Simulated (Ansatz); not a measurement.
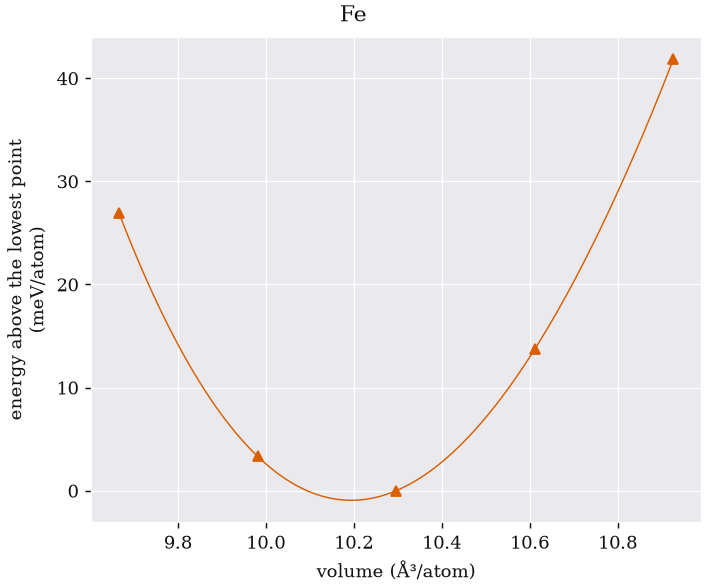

The plot gives the computed energy above the lowest point against volume for Fe, space group Im-3m (No. 229) (one of a set of cubic test structures, which need not be the stable phase).

Calculation (Ansatz 0.2.0 development build): equation of state of a cubic crystal from periodic Kohn-Sham density functional theory without spin, third-order Birch-Murnaghan fit to the free energies; pressure corrected for the finite basis. Level: r2SCAN.

```
                setting                   value
         structure type                     bcc
          atoms in cell                       1
     space group number                     229
       lattice centring  body-centred primitive
                 k mesh                17×17×17
      occupation method             Fermi–Dirac
       occupation width                  0.1 eV
            wave cutoff                  500 eV
               datasets              soft-1 PAW
      density tolerance                1e-07 eV
                  bands                      12
   density cutoff ratio                       4
search for lower states                 default
```

From this curve and the settings, what does the calculation give for the pressure at the same points?

The pressure falls from 17.8 GPa at volume 9.67 Å³/atom to −17.5 GPa at 10.93 Å³/atom, and changes sign near 10.20 Å³/atom.

```tsv
volume (Å³/atom)	pressure (GPa)
9.67	17.8
9.98	6.6
10.30	-2.9
10.61	-10.8
10.93	-17.5
```

Keep in mind: known magnet treated without spin, far from its ground state; modest k-mesh, values are not fully converged in k.
